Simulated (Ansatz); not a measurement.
This input was run:

```yaml
crystal:
  lattice:
    - [1.816178, -2.117624, 0.0]
    - [1.816178, 2.117624, 0.0]
    - [0.0, 0.0, 3.803934]
  atoms:
    - { symbol: Ti, position: [0.5, 0.5, 0.0] }
    - { symbol: Si, position: [0.0, 0.0, 0.5] }
hamiltonian:
  xc: pbesol
  pseudopotentials: { kind: paw }
  hubbard: { sites: [{ species: Ti, l: d, u_eff: 1.0 }] }
kpoints:
  mp_grid: { grid: [10, 10, 7] }
scf:
  occupations: { method: fermi_dirac, width: 0.05 }
  n_extra_bands: 6
output:
  forces: true
  stress: true
  eigenvalues: true
  dos: { projected: true, de: 0.05, nscf_kmesh: { grid: [15, 15, 11] } }
```

System: TiSi, space group Cmmm, 2 atoms in the primitive cell.

Method: PBEsol, Ti d U = 1 eV, Ansatz PAW, no spin polarisation, no spin-orbit coupling, 10×10×7 k mesh in the self-consistent step, 420 eV cutoff, Fermi-Dirac smearing of 0.05 eV (Ansatz).

Predict the main features of the density of states.

It is a metal. The density of states at the Fermi level is about 1 per eV and cell (mean within 0.25 eV), or 0.52 per atom. By projected weight, the states within 0.3 eV of the Fermi level are Ti d (80 %) and Si p (13 %). The tallest peak in the window is at 1.9 eV; by projected weight it is Ti d (88 %).

The density of states comes from the program's own step for it, whose mesh and broadening can differ from those of the self-consistent step. The PAW data sets were made with another functional. The cell is at −3 GPa in this functional. The cell comes from a database of computed structures, and whether it is the stable form of this composition wasn't checked.

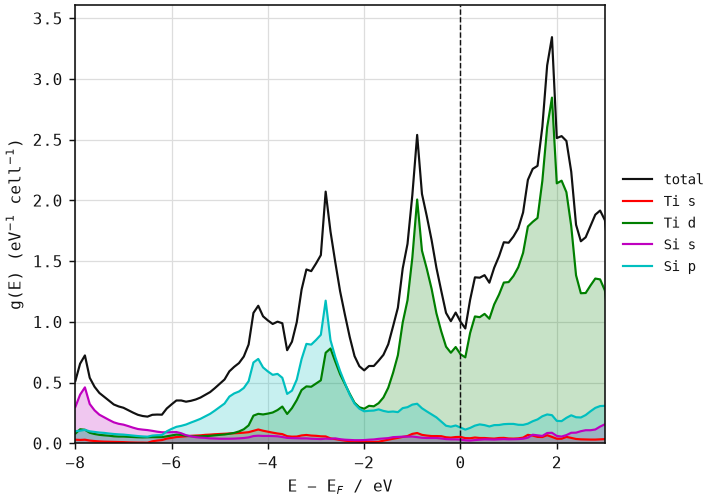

Density of states. Energies are counted from the Fermi level. The partial curves are projected on Löwdin-orthogonalised atomic shells.
